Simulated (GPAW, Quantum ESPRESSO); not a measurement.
# Core-hole calculation of the B K edge in BAs (F-43m), part 3 of 4

Do two independent programs agree on the B K edge of BAs (F-43m)? The same cell and functional are run with XSpectra and with GPAW.

Quantum ESPRESSO 7.5 and GPAW 26.7.0; core-hole supercells, plane-wave PAW PBE.

So far. Step 8 (Spectrum with FCH, B atom 2 (Quantum ESPRESSO)): The hole costs E(hole) − E(ground) = 184.97 eV, and the lowest empty level of the hole cell lies at 9.84 eV, which puts the zero at 194.81 eV. One term is added: -5.59 eV, since the hole is spin-paired here and a spin-polarised one costs that much less in the free atom (computed apart). The photon energy is then 189.22 eV. The functional and the charged cell's background leave an error of a few eV in such absolute values.

**9. Another broadening**

Level of this step: X-ray absorption near-edge structure, plane-wave PAW PBE, one-electron final states by a Lanczos continued fraction (Quantum ESPRESSO).

The final state's lifetime shortens with energy, so measured features broaden above the edge; the saved Lanczos coefficients are redrawn with a width that grows.

xspectra_plot.in

```
&input_xspectra
   calculation='xanes_dipole', edge='K'
   prefix='x', outdir='tmp', xiabs=2, xe0=9.1581
   xonly_plot=.true., x_save_file='xanes.sav'
   xniter=3000, xcheck_conv=20, xerror=0.005
   xcoordcrys=.false., xepsilon(1)=1, xepsilon(2)=0, xepsilon(3)=0
/
&plot
   xnepoint=413, xemin=-10, xemax=45, terminator=.true., cut_occ_states=.true.
   gamma_mode='variable', gamma_energy(1)=4, gamma_energy(2)=25, gamma_value(1)=0.3, gamma_value(2)=2.5
/
&pseudos
   filecore='../B.wfc'
/
&cut_occ
   cut_desmooth=0.1, cut_stepl=0.05, cut_stepu=0.05, cut_ierror=1e-5
/
5 4 5 0 0 0
```

Started as:

```console
> OMP_NUM_THREADS=1 xspectra.x -in xspectra_plot.in > xspectra_plot.out
```

Numbers of over 12 decimals in the logs are rounded to 6 here.

Log:

```text
     [... banner and references ...]
Reading input_file
     -------------------------------------------------------------------------

     calculation: xanes_dipole

     xonly_plot: TRUE
        => only the spectrum plot

     main plot parameters:
        cut_occ_states: TRUE
        gamma_mode:  variable
        -> first, constant up to point ( 4.00, 0.30) [eV]
        -> then, linear up to point (25.00, 2.50) [eV]
        -> finally, constant up to xemax
        xemin [eV]: -10.00
        xemax [eV]:  45.00
        xnepoint:  413
[...]
xemin [eV]: -10.00
        xemax [eV]:  45.00
        xnepoint:  413
        energy-dependent broadening parameter:
         -> first, constant up to point ( 4.00, 0.30) [eV]
         -> then, linear up to point (25.00, 2.50) [eV]
         -> finally, constant up to xemax
        Core level energy [eV]:  -188.0
         (from electron binding energy of neutral atoms in X-ray data booklet)

     Cross-section successfully written in xanes.dat

     -------------------------------------------------------------------------
                                END JOB XSpectra
     -------------------------------------------------------------------------
[key lines of the parts left out:]
Fermi level [eV]:   8.4743
```

Wall time 3.1 s (1 MPI rank of Arm Neoverse V2, shared host); peak memory 0.05 GiB.

With a Lorentzian half width 0.3 eV up to 4 eV, rising linearly to 2.5 eV at 25 eV (counted from xe0, 0.7 eV below the zero used here), the maxima are 1.9 eV (2.07), 3.3 eV (1.97), 14.0 eV (0.67) and 22.4 eV (0.65).

**10. Supercell with XCH, B atom 2 (Quantum ESPRESSO)**

The holes are 5.9 Å apart. The excited electron is kept in the cell, where it fills the lowest empty states and screens the hole.

Changed against the first core-hole run: core hole to XCH.

scf.in

```
&control
   calculation='scf', prefix='x', pseudo_dir='../pp', outdir='tmp', tprnfor=.true.
/
&system
   ibrav=0, nat=12, ntyp=3, nbnd=30
   ecutwfc=56, ecutrho=360
   occupations='smearing', smearing='gaussian', degauss=0.003
/
&electrons
   conv_thr=1.2e-07, electron_maxstep=120
   mixing_beta=0.5
/
ATOMIC_SPECIES
As 1.0 As.pbe-n-kjpaw.UPF
B0 1.0 B.pbe-n-kjpaw-1sch.UPF
B 1.0 B.pbe-n-kjpaw.UPF
CELL_PARAMETERS angstrom
  -2.38850000 -2.38850000 -4.77700000
  -2.38850000 -2.38850000 4.77700000
  -2.38850000 4.77700000 2.38850000
ATOMIC_POSITIONS crystal
As   0.87500000 0.62500000 0.00000000
As   0.54166667 0.62500000 0.33333333
As   0.37500000 0.12500000 0.00000000
As   0.20833333 0.62500000 0.66666667
As   0.04166667 0.12500000 0.33333333
As   0.70833333 0.12500000 0.66666667
B0   0.00000000 0.00000000 0.00000000
B    0.66666667 0.00000000 0.33333333
B    0.50000000 0.50000000 0.00000000
B    0.33333333 0.00000000 0.66666667
B    0.16666667 0.50000000 0.33333333
B    0.83333333 0.50000000 0.66666667
K_POINTS automatic
4 3 4 0 0 0
```

Started as:

```console
> OMP_NUM_THREADS=1 mpirun --oversubscribe --bind-to none -np 4 pw.x -nk 4 -in scf.in > scf.out
```

Log:

```text
     [... banner and references ...]
[banner, memory and clock lines left out]
using ibrav=0 with symmetry is DISCOURAGED, use correct ibrav instead

     G-vector sticks info

     bravais-lattice index     =            0
     lattice parameter (alat)  =      11.0560  a.u.
     unit-cell volume          =    1103.4524 (a.u.)^3
     number of atoms/cell      =           12
     number of atomic types    =            3
     number of electrons       =        49.00
     number of Kohn-Sham states=           30
     kinetic-energy cutoff     =      56.0000  Ry
     charge density cutoff     =     360.0000  Ry
     scf convergence threshold =      1.2E-07
     mixing beta               =       0.5000
     number of iterations used =            8  plain     mixing
     Exchange-correlation= SLA  PW   PBX  PBC
                           (   1   4   3   4   0   0   0)

     celldm(1)=  11.056043  celldm(2)=   0.000000  celldm(3)=   0.000000
     celldm(4)=   0.000000  celldm(5)=   0.000000  celldm(6)=   0.000000

     crystal axes: (cart. coord. in units of alat)
               a(1) = (  -0.408248  -0.408248  -0.816497 )
               a(2) = (  -0.408248  -0.408248   0.816497 )
               a(3) = (  -0.408248   0.816497   0.408248 )

     reciprocal axes: (cart. coord. in units 2 pi/alat)
               b(1) = ( -1.020621 -0.204124 -0.612372 )
               b(2) = ( -0.612372 -0.612372  0.612372 )
               b(3) = ( -0.816497  0.816497  0.000000 )

     PseudoPot. #1 for As:     Pseudo is Projector augmented-wave + core cor, Zval =  5.0

     ../pp/B.pbe-n-kjpaw-1sch.UPF
     Pseudo is Projector augmented-wave + core cor, Zval =  4.0
[...]
estimated scf accuracy    <       0.00000048 Ry

     iteration # 12     ecut=    56.00 Ry     beta= 0.50
     Davidson diagonalization with overlap
     ethr =  9.74E-10,  avg # of iterations =  2.6

     negative rho (up, down):  4.975E-03 0.000E+00

     End of self-consistent calculation

          k =-0.0000 0.0000 0.0000 (  7779 PWs)   bands (ev):

    -6.9279  -4.0348  -3.2167  -3.1455  -3.1154  -2.7924  -0.6716  -0.0200
     0.6276   0.6431   0.8033   2.2789   2.4163   3.0997   3.1507   4.3213
     4.7231   5.1550   5.6462   6.4942   6.5208   8.3061   8.3662   8.3930
    10.5033  10.9948  11.1478  11.6594  11.7073  11.7839

     [... bands of 16 further k-points ...]

     the Fermi energy is    10.1826 ev

!    total energy              =   -1126.67952341 Ry
     total all-electron energy =    -27415.626816 Ry
     estimated scf accuracy    <       0.00000004 Ry
     smearing contrib. (-TS)   =      -0.00018955 Ry
     internal energy E=F+TS    =   -1126.67933386 Ry

     The total energy is F=E-TS. E is the sum of the following terms:
     one-electron contribution =      40.84721835 Ry
     hartree contribution      =       8.71176765 Ry
     xc contribution           =     -87.43424997 Ry
     ewald contribution        =    -123.81420665 Ry
     one-center paw contrib.   =    -964.98986324 Ry

     convergence has been achieved in  12 iterations

     negative rho (up, down):  4.975E-03 0.000E+00

     Forces acting on atoms (cartesian axes, Ry/au):

     atom    1 type  1   force =     0.00333413    0.00333413    0.00423439
     atom    2 type  1   force =     0.00514812    0.00357093   -0.00197968
     atom    3 type  1   force =    -0.00424478   -0.00424478    0.00793299
[...]
atom   11 type  3   force =    -0.00345460   -0.00991059   -0.00111477
     atom   12 type  3   force =    -0.00991059   -0.00345460   -0.00111477

     Total force =     0.036655     Total SCF correction =     0.000232

     XML data file, charge density, pseudopotentials, collected wavefunctions
```

Elapsed: 30 s, on 4 MPI ranks; peak memory 0.19 GiB.

Energy with the hole: -373008.605 eV, cores included.

**11. Excitation energy, B atom 2 (Quantum ESPRESSO)**

With the excited electron kept in the cell the system stays neutral, and the energy difference is an excitation energy by itself. In a small cell that electron takes up a good share of the lowest empty band, or all of one, which shifts the value from the true onset.

The total-energy difference is 194.97 eV. With the free-atom term of -5.59 eV for this edge, the photon energy is 189.38 eV.

**12. Ground state of the crystal (GPAW)**

The second program starts from its own ground state, on the same cell and functional.

scf.py

```python
import numpy as np
from ase import Atoms
from ase.parallel import parprint, paropen
from gpaw import GPAW, PW, FermiDirac, Mixer, MixerDif, setup_paths
from gpaw.test import gen
setup_paths.insert(0, '.')
gen('B', name='nch1s', xcname='PBE', corehole=(1, 0, 0), write_xml=True)
from gpaw.mpi import world
world.barrier()

atoms = Atoms('AsB',
    cell=[[0, 2.3885, 2.3885],
     [2.3885, 0, 2.3885],
     [2.3885, 2.3885, 0]],
    scaled_positions=[[0.75, 0.75, 0.75],
     [0, 0, 0]],
    pbc=True)
atoms.calc = calc = GPAW(legacy_gpaw=True, mode=PW(500, force_complex_dtype=True), xc='PBE', setups={1: 'nch1s'},
    kpts={'size': (9, 9, 9), 'gamma': True}, occupations=FermiDirac(0.05),
    charge=0, mixer=Mixer(0.1, 5, 50), maxiter=150,
    convergence={'density': 0.0001, 'eigenstates': 1e-6}, txt='scf.txt')
energy = atoms.get_potential_energy() + calc.get_reference_energy()
ef = calc.get_fermi_level()
out = dict(energy=energy, fermi=ef, forces=atoms.get_forces().tolist())
parprint(f'all-electron energy {energy:.4f} eV, Fermi level {ef:.4f} eV')
ev = np.array([[calc.get_eigenvalues(k, s) for k in range(len(calc.get_ibz_k_points()))] for s in range(calc.get_number_of_spins())])
out['homo'], out['lumo'], out['counts'] = ev[ev < ef].max(), ev[ev > ef].min(), sorted(set((ev < ef).sum((0, 2)).tolist()))
out['filled'] = (ev[:, 0] < ef).sum(1).tolist()
import json
with paropen('out.json', 'w') as f:
    json.dump(out, f)
```

Started as:

```console
> OMP_NUM_THREADS=1 mpirun -n 4 gpaw python scf.py
```

Log:

```text
Input parameters:
  convergence: {density: 0.0001,
                eigenstates: 1e-06}
  kpts: {gamma: True,
         size: (9, 9, 9)}
  maxiter: 150
  mixer: {backend: pulay,
          beta: 0.1,
          method: separate,
          nmaxold: 5,
          weight: 50}
  mode: {ecut: 500.0,
         force_complex_dtype: True,
         name: pw}
  occupations: {fixmagmom: False,
                name: fermi-dirac,
[...]
--------------------------------
2s(2) :    -0.347030     1.005232
*s    :     0.652970
2p(1) :    -0.132526     0.982729
*p    :     0.867474
*d    :     0.000000
--------------------------------

Diagonalizing with gridspacing h=0.050

state   all-electron     PAW
-------------------------------
2s:      -0.347030    -0.347449
2p:      -0.132526    -0.132867
*d:                    0.040435
*f:                    0.071313
-------------------------------
all-electron energy -62183.8568 eV, Fermi level 8.5684 eV
[key lines of the parts left out:]
Converged after 11 iterations.
Dipole moment: (4.034631, 4.034631, 4.034631) |e|*Ang
Free energy:    -11.393590
Fermi level: 8.56835
```

Wall time 2.9 s (4 MPI ranks); peak memory 0.16 GiB.

The mesh shows a gap of 1.23 eV, so the hole is first treated in a charged cell, without the excited electron.

**13. Spectrum without a core hole, B atom 2 (GPAW)**

Without a hole the spectrum is the empty density of states of the right symmetry on the absorber, weighted by matrix elements. It needs only the small cell and serves as the baseline. The data set with a hole of occupation 0 only carries the core orbital.

xas.py

```python
import numpy as np
from ase import Atoms
from ase.parallel import parprint, paropen
from gpaw import GPAW, PW, FermiDirac, Mixer, MixerDif, setup_paths
from gpaw.test import gen
setup_paths.insert(0, '.')
gen('B', name='nch1s', xcname='PBE', corehole=(1, 0, 0), write_xml=True)
from gpaw.mpi import world
world.barrier()

atoms = Atoms('AsB',
    cell=[[0, 2.3885, 2.3885],
     [2.3885, 0, 2.3885],
     [2.3885, 2.3885, 0]],
    scaled_positions=[[0.75, 0.75, 0.75],
     [0, 0, 0]],
    pbc=True)
atoms.calc = calc = GPAW(legacy_gpaw=True, mode=PW(500, force_complex_dtype=True), xc='PBE', setups={1: 'nch1s'},
    kpts={'size': (9, 9, 9), 'gamma': True}, occupations=FermiDirac(0.02),
    charge=0, mixer=Mixer(0.1, 5, 50), maxiter=150,
    convergence={'density': 0.0001, 'eigenstates': 1e-6}, txt='scf.txt')
energy = atoms.get_potential_energy() + calc.get_reference_energy()
ef = calc.get_fermi_level()
out = dict(energy=energy, fermi=ef, forces=atoms.get_forces().tolist())
parprint(f'all-electron energy {energy:.4f} eV, Fermi level {ef:.4f} eV')
ev = np.array([[calc.get_eigenvalues(k, s) for k in range(len(calc.get_ibz_k_points()))] for s in range(calc.get_number_of_spins())])
out['homo'], out['lumo'], out['counts'] = ev[ev < ef].max(), ev[ev > ef].min(), sorted(set((ev < ef).sum((0, 2)).tolist()))
out['filled'] = (ev[:, 0] < ef).sum(1).tolist()

from ase.units import Ha
from gpaw.xas import dipole_matrix_elements
nb = int(calc.get_number_of_electrons() / 2) + 20
top = nb
nscf = calc.fixed_density(kpts={'size': (8, 8, 8), 'gamma': True},
    convergence={'eigenstates': 1.0}, txt='nscf.txt')
nscf.diagonalize_full_hamiltonian(nbands=nb)
cell = atoms.cell.array
ops = [cell.T @ U.T @ np.linalg.inv(cell.T) for U in nscf.wfs.kd.symmetry.op_scc]
filled = [4]  # bands filled in the ground state, by spin
E = np.arange(-25, 34, 0.1)
fwhm = np.interp(E, [4, 25], [0.9, 3.5])
Y, X, zero, highest = 0, 0, 1e9, 1e9
for spin in range(nscf.get_number_of_spins()):
    wfs = nscf.wfs
    A = dipole_matrix_elements(wfs.setups[1])
    eps = np.zeros((wfs.kd.nibzkpts, nb))
    d = np.zeros((3, A.shape[1], wfs.kd.nibzkpts, nb), complex)
    for kpt in wfs.kpt_u:
        if kpt.s == spin and 1 in kpt.P_ani:
            eps[kpt.k] = kpt.eps_n * Ha
            d[:, :, kpt.k] = (kpt.weight * wfs.nspins / 2) ** 0.5 * np.inner(A, kpt.P_ani[1])
    world.sum(eps)
    world.sum(d)
    T = np.einsum('amkn,bmkn->abkn', d, d.conj()).real
    T = sum(np.einsum('ai,ijkn,bj->abkn', R, T, R) for R in ops) / len(ops)
    empty = np.ones_like(eps, bool) & (np.arange(nb) >= filled[spin])
    zero, highest = min(zero, eps[empty].min()), min(highest, eps[:, top - 1].min())
    lines = [(eps, T, empty)] if spin == 0 else lines + [(eps, T, empty)]
for eps, T, empty in lines:
    f = np.einsum('aakn->akn', T).reshape(3, -1)
    x = eps.ravel() - zero
    w = np.interp(x, E, fwhm) / 2.35482
    g = np.exp(-0.5 * ((E[:, None] - x) / w) ** 2) / (w * (2 * np.pi) ** 0.5)
    Y = Y + (f * empty.ravel()) @ g.T
    X = X + (f * ~empty.ravel()) @ g.T
out.update(E=E.round(2).tolist(), xas=Y.tolist(), xes=X.tolist(), zero=zero, valid=highest - zero, nk=len(eps), nb=nb)
for i in range(0, len(E), 10):
    parprint(f'{E[i]:7.2f}', *(f'{v:10.3e}' for v in Y[:, i]))
import json
with paropen('out.json', 'w') as f:
    json.dump(out, f)
```

Started as:

```console
> OMP_NUM_THREADS=1 mpirun -n 4 gpaw python xas.py
```

Log:

```text
Input parameters:
  convergence: {density: 0.0001,
                eigenstates: 1e-06}
  kpts: {gamma: True,
         size: (9, 9, 9)}
  maxiter: 150
  mixer: {backend: pulay,
          beta: 0.1,
          method: separate,
          nmaxold: 5,
          weight: 50}
  mode: {ecut: 500.0,
         force_complex_dtype: True,
         name: pw}
  occupations: {fixmagmom: False,
                name: fermi-dirac,
[...]
*p    :     0.867474
*d    :     0.000000
--------------------------------

Diagonalizing with gridspacing h=0.050

state   all-electron     PAW
-------------------------------
2s:      -0.347030    -0.347449
2p:      -0.132526    -0.132867
*d:                    0.040435
*f:                    0.071313
-------------------------------
all-electron energy -62183.8568 eV, Fermi level 8.4578 eV
[...]
32.00  3.443e-04  3.443e-04  3.443e-04
  33.00  3.133e-04  3.133e-04  3.133e-04
[key lines of the parts left out:]
Converged after 11 iterations.
Dipole moment: (4.034631, 4.034631, 4.034631) |e|*Ang
Free energy:    -11.393590
Fermi level: 8.45783
```

Run time: 8.5 s. Hardware: 4 MPI ranks; peak memory 0.22 GiB.

The B K spectrum, B atom 2, no core hole (energy from the lowest empty level; intensity scaled to a mean of 1 over the first 20 eV):

| E (eV) | intensity |
| --- | --- |
| -2.0 | 0.00 |
| -0.5 | 0.01 |
| 1.0 | 0.32 |
| 2.5 | 1.43 |
| 4.0 | 1.39 |
| 5.5 | 1.44 |
| 7.0 | 1.23 |
| 8.5 | 1.38 |
| 10.0 | 1.50 |
| 11.5 | 1.16 |
| 13.0 | 0.71 |
| 14.5 | 0.97 |
| 16.0 | 0.76 |
| 17.5 | 0.43 |
| 19.0 | 0.49 |
| 20.5 | 0.61 |
| 22.0 | 0.76 |
| 23.5 | 0.81 |
| 25.0 | 0.75 |
| 26.5 | 0.74 |
| 28.0 | 0.74 |
| 29.5 | 0.73 |
| 31.0 | 0.68 |

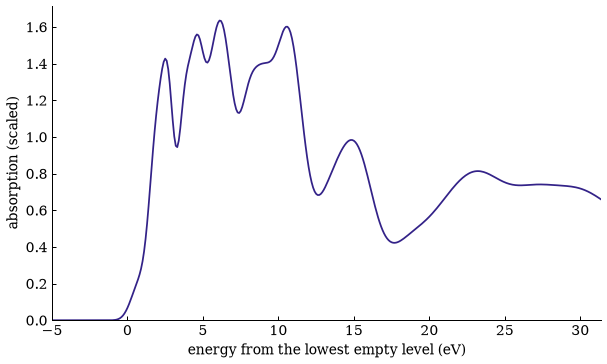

The B K edge, B atom 2, no core hole: main maxima at 4.6, 6.1 and 10.6 eV.

Main maxima below 24 eV (height): 2.5 eV (1.43), 4.6 eV (1.56), 6.1 eV (1.64), 10.6 eV (1.60), 14.8 eV (0.98) and 23.2 eV (0.81). 

The same matrix elements for filled bands give the B K emission of B atom 2 (ground-state approximation; energy from the lowest empty level, largest value 1):

| E (eV) | emission |
| --- | --- |
| -24.0 | 0.00 |
| -22.5 | 0.00 |
| -21.0 | 0.00 |
| -19.5 | 0.00 |
| -18.0 | 0.00 |
| -16.5 | 0.00 |
| -15.0 | 0.03 |
| -13.5 | 0.11 |
| -12.0 | 0.04 |
| -10.5 | 0.01 |
| -9.0 | 0.16 |
| -7.5 | 0.17 |
| -6.0 | 0.62 |
| -4.5 | 0.99 |
| -3.0 | 0.83 |
| -1.5 | 0.17 |
| 0.0 | 0.00 |
| 1.5 | 0.00 |
| 3.0 | 0.00 |

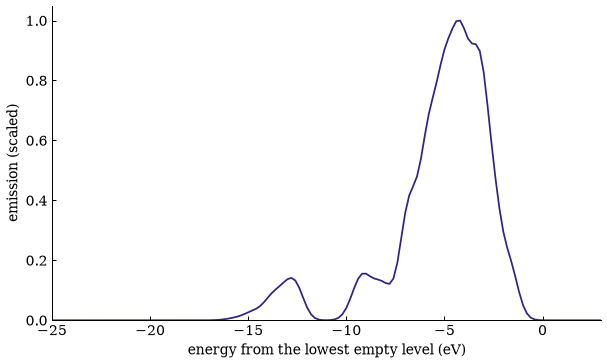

X-ray emission from the filled bands.

Emission maxima: -12.8 eV (0.14) and -4.2 eV (1.00).

**14. Supercell without a hole, the energy reference (GPAW)**

Total energies of two programs can't be mixed, so the cell and mesh of GPAW's hole run get a reference energy of their own.

scf.py: that of step 12 with these lines changed.

```diff
@@ -10,11 +10,21 @@
 
-atoms = Atoms('AsB',
-    cell=[[0, 2.3885, 2.3885],
-     [2.3885, 0, 2.3885],
-     [2.3885, 2.3885, 0]],
-    scaled_positions=[[0.75, 0.75, 0.75],
-     [0, 0, 0]],
+atoms = Atoms('As6B6',
+    cell=[[-2.3885, -2.3885, -4.777],
+     [-2.3885, -2.3885, 4.777],
+     [-2.3885, 4.777, 2.3885]],
+    scaled_positions=[[0.875, 0.625, 0],
+     [0.54166667, 0.625, 0.33333333],
+     [0.375, 0.125, 0],
+     [0.20833333, 0.625, 0.66666667],
+     [0.04166667, 0.125, 0.33333333],
+     [0.70833333, 0.125, 0.66666667],
+     [0, 0, 0],
+     [0.66666667, 0, 0.33333333],
+     [0.5, 0.5, 0],
+     [0.33333333, 0, 0.66666667],
+     [0.16666667, 0.5, 0.33333333],
+     [0.83333333, 0.5, 0.66666667]],
     pbc=True)
-atoms.calc = calc = GPAW(legacy_gpaw=True, mode=PW(500, force_complex_dtype=True), xc='PBE', setups={1: 'nch1s'},
-    kpts={'size': (9, 9, 9), 'gamma': True}, occupations=FermiDirac(0.05),
+atoms.calc = calc = GPAW(legacy_gpaw=True, mode=PW(500, force_complex_dtype=True), xc='PBE', setups={6: 'nch1s'},
+    kpts={'size': (4, 3, 4), 'gamma': True}, occupations=FermiDirac(0.02),
     charge=0, mixer=Mixer(0.1, 5, 50), maxiter=150,
```

Started as:

```console
> OMP_NUM_THREADS=1 mpirun -n 4 gpaw python scf.py
```

Log:

```text
Input parameters:
  convergence: {density: 0.0001,
                eigenstates: 1e-06}
  kpts: {gamma: True,
         size: (4, 3, 4)}
  maxiter: 150
  mixer: {backend: pulay,
          beta: 0.1,
          method: separate,
          nmaxold: 5,
          weight: 50}
  mode: {ecut: 500.0,
         force_complex_dtype: True,
         name: pw}
  occupations: {fixmagmom: False,
                name: fermi-dirac,
[...]
2s(2) :    -0.347030     1.005232
*s    :     0.652970
2p(1) :    -0.132526     0.982729
*p    :     0.867474
*d    :     0.000000
--------------------------------

Diagonalizing with gridspacing h=0.050

state   all-electron     PAW
-------------------------------
2s:      -0.347030    -0.347449
2p:      -0.132526    -0.132867
*d:                    0.040435
*f:                    0.071313
-------------------------------
all-electron energy -373103.1385 eV, Fermi level 8.5202 eV
[key lines of the parts left out:]
Converged after 18 iterations.
Dipole moment: (6.985899, 6.985899, -10.234975) |e|*Ang
Free energy:    -68.359413
Fermi level: 8.52018
```

The job ended after 17 s (4 MPI ranks; peak memory 0.25 GiB; 67 s of CPU time).

Reference energy: -373103.139 eV with the cores included.

(Part 3 of 4 ends here.)

[Banner, clock and machine lines of the logs are left out without a mark of their own.]

[Logs are printed without paths, hosts, clocks, repeated set-up lines and the standing remarks that a program may print on its own settings, such as how far it seeks lower states.]

[Hosts, paths, dates, database ids (printed as entryN), source tags and the programs' standing remarks are cut or masked in the printed files.]

[Lists of maxima count a maximum above −3 eV only where it reaches 4 % of the highest in the window and stands out from its surroundings by 2 % of it (1.5 % where it reaches 55 %); shoulders and weaker maxima are passed over, and of the rest the first, up to two pre-edge ones and the few strongest are named.]
